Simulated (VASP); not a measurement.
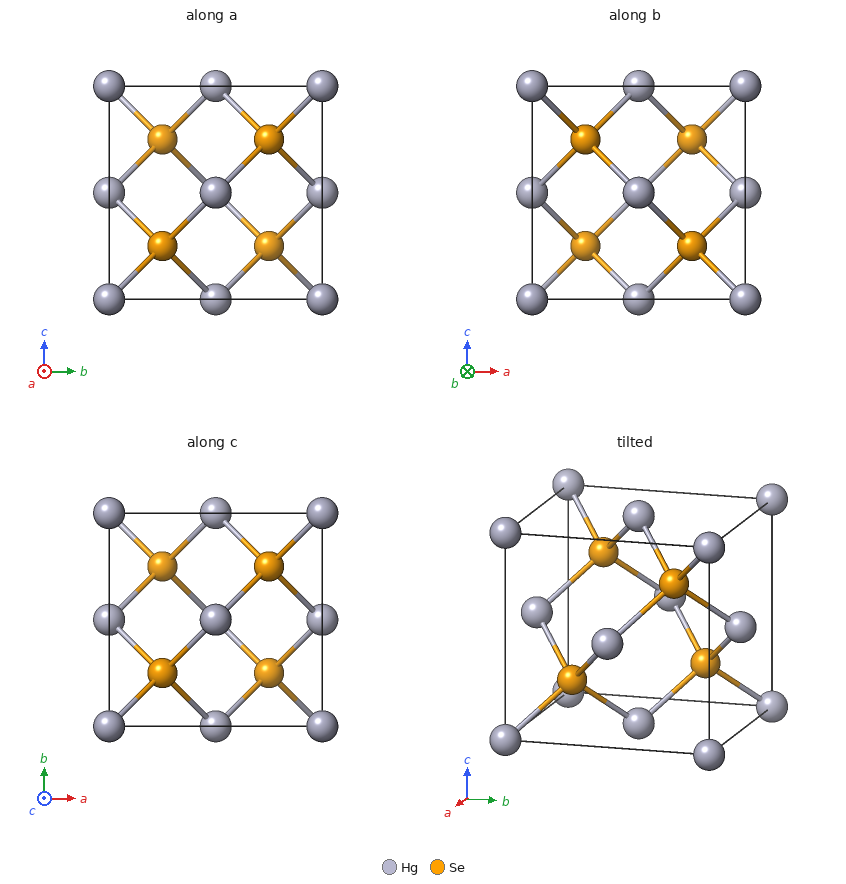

The image is a ball-and-stick drawing of a crystal, viewed along the a axis, along the b axis, along the c axis and slightly off an axis. One conventional unit cell is framed, with atoms on its boundary repeated.

Lattice parameters: a = 6.371 Å, b = 6.371 Å, c = 6.371 Å, α = 90.00°, β = 90.00°, γ = 90.00°.

> Reconstruct the structure as a table of Wyckoff sites.

Space group F-43m (No. 216).
| atom | site | x | y | z |
| --- | --- | --- | --- | --- |
| Hg | 4a | 0.0000 | 0.0000 | 0.0000 |
| Se | 4d | 0.2500 | 0.2500 | 0.7500 |

The structure comes from a structure type filled with these elements by a generator (whether the compound takes this form wasn't checked). The cell was then strained or its atoms displaced on purpose. VASP was used for an electronic-structure calculation on it.
